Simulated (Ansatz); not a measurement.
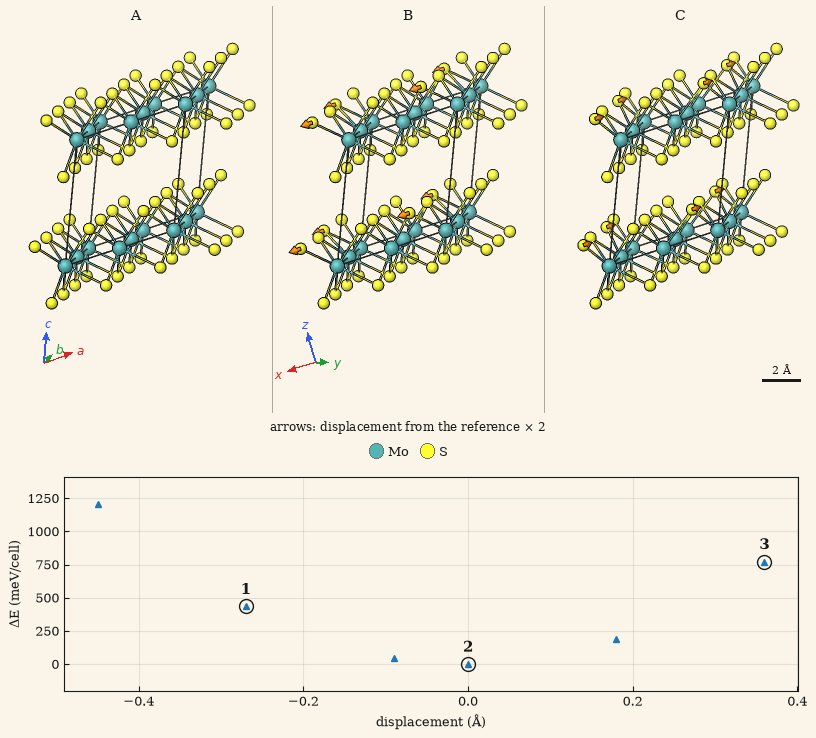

Energy scan for solid MoS2 (R3m), in which an S atom (one in each cell of 12 atoms) is moved along Cartesian [1 0 0], all else fixed. The frames are shuffled; the numbered points of the plot belong to them. The picture is a ball-and-stick view of the cell of the calculation, seen slightly off an axis. Orange arrows: displacements from the reference.

Method: DFT PBE+D3(BJ), scalar-relativistic, plane waves, PAW (Ansatz). Settings: plane-wave cutoff 420 eV; k-point mesh 6 × 6 × 6; occupations gaussian; smearing width 0.05 eV; no spin polarisation. Energies (free energies at the smearing named) are counted from the relaxed crystal.

**Which frame belongs to which numbered point?**

Point 1 is frame C (the displacement −0.27 Å, 434 meV/cell); 2 is frame A (the displacement 0.00 Å, 0 meV/cell); 3 is frame B (the displacement 0.36 Å, 772 meV/cell). Of the computed points the lowest is at the displacement 0.00 Å, 0 meV/cell. The curvature at zero is about 12 eV/Å². At the highest point the shortest interatomic distance is 2.13 Å, against 2.40 Å in the reference. The distortion takes the space group from R3m to P1.
